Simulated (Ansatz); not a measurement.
# ZrC: a changed input and its effect

System: ZrC (Fm-3m, 6 atoms in the cell).
Method of the first run: DFT PBE, scalar-relativistic, plane waves, PAW, no spin polarisation (Ansatz 0.2.0).

The structure was built on a prototype by a generator; it need not be a known phase. Text and figures count atoms from 1; the logs count them from 0 in places.

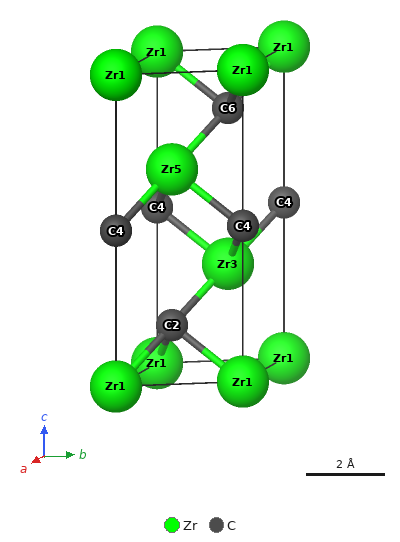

Fig. 1: The structure (ball-and-stick view of the cell of the calculation, seen slightly off an axis; atoms are numbered from 1 in the order of the input).

**The input, the first run**
```yaml
crystal:
  lattice:
    - [3.344615, 0.0, 0.0]
    - [-1.672308, 2.896522, 0.0]
    - [0.0, 0.0, 8.1926]
  atoms:
    - { symbol: Zr, position: [0.0, 0.0, 0.0] }
    - { symbol: C, position: [0.66666667, 0.33333333, 0.16666667] }
    - { symbol: Zr, position: [0.33333333, 0.66666667, 0.33333333] }
    - { symbol: C, position: [0.0, 0.0, 0.5] }
    - { symbol: Zr, position: [0.66666667, 0.33333333, 0.66666667] }
    - { symbol: C, position: [0.33333333, 0.66666667, 0.83333333] }
basis:
  ecutwfc: 420
kpoints:
  mp_grid: { grid: [6, 6, 2] }
hamiltonian:
  xc: pbe
scf:
  occupations: { method: gaussian, width: 0.1 }
output:
  forces: true
  stress: true
  eigenvalues: true
```

Launched with:
```bash
ansatz run input.yaml --threads 1 --pin off --max-ram 2560MiB --backend cpu --events-out ev --progress --plain --runs-dir out
```

Hardware: 1 thread of Arm Neoverse V1, 24 GiB of memory available, shared host.

**Output, shortened to warnings, some set-up lines, iterations and results (the first run)**
```
Basis set: ecut = 420 eV, 1563 PW (Γ), exchange–correlation on 48×48×120 points (8 copies of the dense FFT grid, shifted against one another)
Symmetry: 36 space group operations
k-points: 14 of 72
Initial density: superposition of atomic densities (neutral atoms: chi_scale 0, normalization atom), corrected by the library's trained network
[...]
SCF iter   1: F=—  HF=-13309.476707 eV  |F-HF|=—  |Δ(HF+E_count)|=         —  Δρ=1.59e-3  dr2=1.31e-3  ethr=1.77e-3  ⟨swp⟩=4.3  Hψ=1618  notcnv=0
SCF iter   2: F=—  HF=-13309.475178 eV  |F-HF|=—  |Δ(HF+E_count)|=   1.53e-3  Δρ=7.58e-4  dr2=1.83e-4  ethr=2.73e-6  ⟨swp⟩=2.1  Hψ=857  notcnv=0
SCF iter   3: F=—  HF=-13309.475210 eV  |F-HF|=—  |Δ(HF+E_count)|=   3.23e-5  Δρ=3.63e-4  dr2=4.08e-5  ethr=3.82e-7  ⟨swp⟩=2.1  Hψ=521  notcnv=0
SCF iter   4: F=—  HF=-13309.475213 eV  |F-HF|=—  |Δ(HF+E_count)|=   3.25e-6  Δρ=2.54e-5  dr2=1.95e-7  ethr=8.50e-8  ⟨swp⟩=2.1  Hψ=535  notcnv=0
SCF iter   5: F=-13309.475213 eV  HF=-13309.475213 eV  |F-HF|=7.69e-9  |Δ(HF+E_count)|=   1.09e-7  Δρ=7.36e-6  dr2=2.08e-8  ethr=4.06e-10  ⟨swp⟩=2.3  Hψ=706  notcnv=0
SCF iter   6: F=-13309.475213 eV  HF=-13309.475213 eV  |F-HF|=1.62e-10  |Δ(HF+E_count)|=   1.06e-8  Δρ=9.44e-7  dr2=4.01e-10  ethr=4.34e-11  ⟨swp⟩=4.7  Hψ=1437  notcnv=0
SCF 1 converged in 6 iterations: F = -13309.475213 eV  dr2 = 4.01e-10
SCF converged after 6 iterations
Free energy (F): -13309.475213 eV
Harris-Foulkes:  -13309.475213 eV  (|F-HF|=1.62e-10)
Internal energy: -13309.469098 eV  (E = F + TS)
E sigma→0 (E₀):  -13309.472156 eV
Entropy (-TS):   -0.006115 eV (-1.019 meV/atom)
Fermi energy:    14.521245 eV
--- Per-component energies (eV) ---
  E_band       = -162.096568
  E_kinetic    = 1263.789012
  E_local      = -1813.370223  (includes V_loc(G=0)·N_el)
  E_nonlocal   = 312.978739
  E_hartree    = 543.619859
  E_xc         = -633.098795
  E_vxc        = -756.726434  (∫ρ·V_xc dr)
  E_paw        = -9155.796414  (= ΣΔE_a)
  E_vpaw       = -256.006755  (= ΣTr[D̂ρ^β])
  E_aug_tail   = 0.000115  (compensation charges beyond the density's cutoff)
  E_ewald      = -3827.591392
  E_smearing   = -0.006115  (= −TS)
  E_closure    = -0.000000  (closes the sum)
  Σ components = -13309.475213   (vs F -13309.475213, Δ=0.00e0)
--- Forces (eV/Å), atoms counted from 1 ---
  atom   1  Zr     0.00000000     0.00000000     0.00000000
  atom   2  C      0.00000000    -0.00000000     0.00000000
  atom   3  Zr     0.00000000     0.00000000     0.00000000
  atom   4  C     -0.00000000     0.00000000     0.00000000
  atom   5  Zr    -0.00000000     0.00000000     0.00000000
  atom   6  C     -0.00000000    -0.00000000     0.00000000
  max |Σ_I F_I| component: 5.40e-25 eV/Å
--- Stress (GPa, compression-positive) ---
       -2.962190       0.000000       0.000000
        0.000000      -2.962190       0.000000
       -0.000000       0.000000      -3.225632
  P = ⅓ Tr σ = -3.0500 GPa (-30.500 kbar)
```

For the second run the input was changed thus:
```diff
-    - [3.344615, 0.0, 0.0]
-    - [-1.672308, 2.896522, 0.0]
-    - [0.0, 0.0, 8.1926]
+    - [3.3302707086, 2.874e-07, 0.0]
+    - [-1.6651356032, 2.8840988914, 0.0]
+    - [0.0, 0.0, 8.1538885231]
-    - { symbol: C, position: [0.66666667, 0.33333333, 0.16666667] }
-    - { symbol: Zr, position: [0.33333333, 0.66666667, 0.33333333] }
+    - { symbol: C, position: [0.6666666667, 0.3333333333, 0.1666666667] }
+    - { symbol: Zr, position: [0.3333333333, 0.6666666667, 0.3333333333] }
-    - { symbol: Zr, position: [0.66666667, 0.33333333, 0.66666667] }
-    - { symbol: C, position: [0.33333333, 0.66666667, 0.83333333] }
+    - { symbol: Zr, position: [0.6666666667, 0.3333333333, 0.6666666667] }
+    - { symbol: C, position: [0.3333333333, 0.6666666667, 0.8333333333] }
-  mp_grid: { grid: [6, 6, 2] }
+  mp_grid: { grid: [21, 21, 12] }
```

Predict how the results change.

With the same functional and potentials, the second run lies 2.4 meV per atom lower (other lines of the input change too). The pressure goes from −3.05 to −0.04 GPa. The volume per atom goes from 13.23 to 13.05 Å³. The number of SCF iterations is the same. The irreducible k-points go from 14 to 521. On the same kind of shared host the second run took about 30 times as long.

**Output, shortened to warnings, some set-up lines, iterations and results (the second run)**
```
Basis set: ecut = 420 eV, 1563 PW (Γ), exchange–correlation on 48×48×120 points (8 copies of the dense FFT grid, shifted against one another)
Symmetry: 36 space group operations
k-points: 521 of 5292
Initial density: superposition of atomic densities (neutral atoms: chi_scale 0, normalization atom), corrected by the library's trained network
[...]
SCF iter   1: F=—  HF=-13309.491647 eV  |F-HF|=—  |Δ(HF+E_count)|=         —  Δρ=1.40e-3  dr2=1.47e-3  ethr=1.77e-3  ⟨swp⟩=4.2  Hψ=60501  notcnv=0
SCF iter   2: F=—  HF=-13309.489783 eV  |F-HF|=—  |Δ(HF+E_count)|=   1.86e-3  Δρ=5.61e-4  dr2=8.35e-5  ethr=3.05e-6  ⟨swp⟩=2.0  Hψ=31777  notcnv=0
SCF iter   3: F=—  HF=-13309.489852 eV  |F-HF|=—  |Δ(HF+E_count)|=   6.92e-5  Δρ=2.53e-4  dr2=1.50e-5  ethr=1.74e-7  ⟨swp⟩=2.0  Hψ=19119  notcnv=0
SCF iter   4: F=—  HF=-13309.489867 eV  |F-HF|=—  |Δ(HF+E_count)|=   1.52e-5  Δρ=2.75e-5  dr2=4.66e-7  ethr=3.12e-8  ⟨swp⟩=3.0  Hψ=27253  notcnv=0
SCF iter   5: F=-13309.489867 eV  HF=-13309.489867 eV  |F-HF|=8.98e-9  |Δ(HF+E_count)|=   1.34e-8  Δρ=9.35e-6  dr2=4.81e-8  ethr=9.72e-10  ⟨swp⟩=2.3  Hψ=22881  notcnv=0
SCF iter   6: F=-13309.489867 eV  HF=-13309.489867 eV  |F-HF|=4.07e-10  |Δ(HF+E_count)|=   1.63e-8  Δρ=1.70e-6  dr2=9.11e-10  ethr=1.00e-10  ⟨swp⟩=5.2  Hψ=57405  notcnv=0
SCF 1 converged in 6 iterations: F = -13309.489867 eV  dr2 = 9.11e-10
SCF converged after 6 iterations
Free energy (F): -13309.489867 eV
Harris-Foulkes:  -13309.489867 eV  (|F-HF|=4.07e-10)
Internal energy: -13309.485652 eV  (E = F + TS)
E sigma→0 (E₀):  -13309.487760 eV
Entropy (-TS):   -0.004215 eV (-0.703 meV/atom)
Fermi energy:    14.785467 eV
--- Per-component energies (eV) ---
  E_band       = -150.906138
  E_kinetic    = 1266.576598
  E_local      = -1792.720817  (includes V_loc(G=0)·N_el)
  E_nonlocal   = 313.142652
  E_hartree    = 538.106630
  E_xc         = -633.994337
  E_vxc        = -757.921688  (∫ρ·V_xc dr)
  E_paw        = -9155.956754  (= ΣΔE_a)
  E_vpaw       = -256.196164  (= ΣTr[D̂ρ^β])
  E_aug_tail   = 0.000102  (compensation charges beyond the density's cutoff)
  E_ewald      = -3844.639726
  E_smearing   = -0.004215  (= −TS)
  E_closure    = -0.000000  (closes the sum)
  Σ components = -13309.489867   (vs F -13309.489867, Δ=0.00e0)
--- Forces (eV/Å), atoms counted from 1 ---
  atom   1  Zr     0.00000000     0.00000000     0.00000000
  atom   2  C      0.00000000    -0.00000000     0.00000000
  atom   3  Zr     0.00000000     0.00000000     0.00000000
  atom   4  C     -0.00000000     0.00000000     0.00000000
  atom   5  Zr    -0.00000000    -0.00000000     0.00000000
  atom   6  C      0.00000000     0.00000000     0.00000000
  max |Σ_I F_I| component: 2.29e-26 eV/Å
--- Stress (GPa, compression-positive) ---
       -0.081257      -0.000000       0.000000
       -0.000000      -0.081257       0.000000
        0.000000       0.000000       0.035478
  P = ⅓ Tr σ = -0.0423 GPa (-0.423 kbar)
```

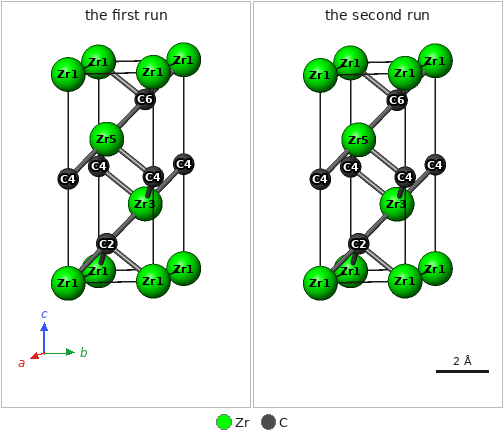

Fig. 2: The two input geometries at one scale (ball-and-stick view of the cell of the calculation, seen slightly off an axis). No atom moves by more than 0.005 Å relative to the cell. Cell: a = b 3.345 → 3.330 Å (−0.4 %), c 8.193 → 8.154 Å (−0.5 %). Volume −1.3 %. Among the contacts that change: C2–Zr3 2.365 → 2.355 Å.

**The two runs side by side**

| quantity | the first run | the second run |
| --- | --- | --- |
| outcome | converged | converged |
| free energy per atom (eV) | −2218.2459 | −2218.2483 |
| energy per atom, smearing taken to zero (eV) | −2218.2454 | −2218.2480 |
| gap on the mesh (eV) | 0.00 | 0.00 |
| pressure (GPa) | −3.05 | −0.04 |
| volume per atom (Å³) | 13.23 | 13.05 |
| largest force (eV/Å) | 0.000 | 0.000 |
| SCF iterations | 6 | 6 |
| irreducible k-points | 14 | 521 |
| plane waves at Γ | 1563 | 1563 |
| wall time (shared host) | 2 s | 60 s |
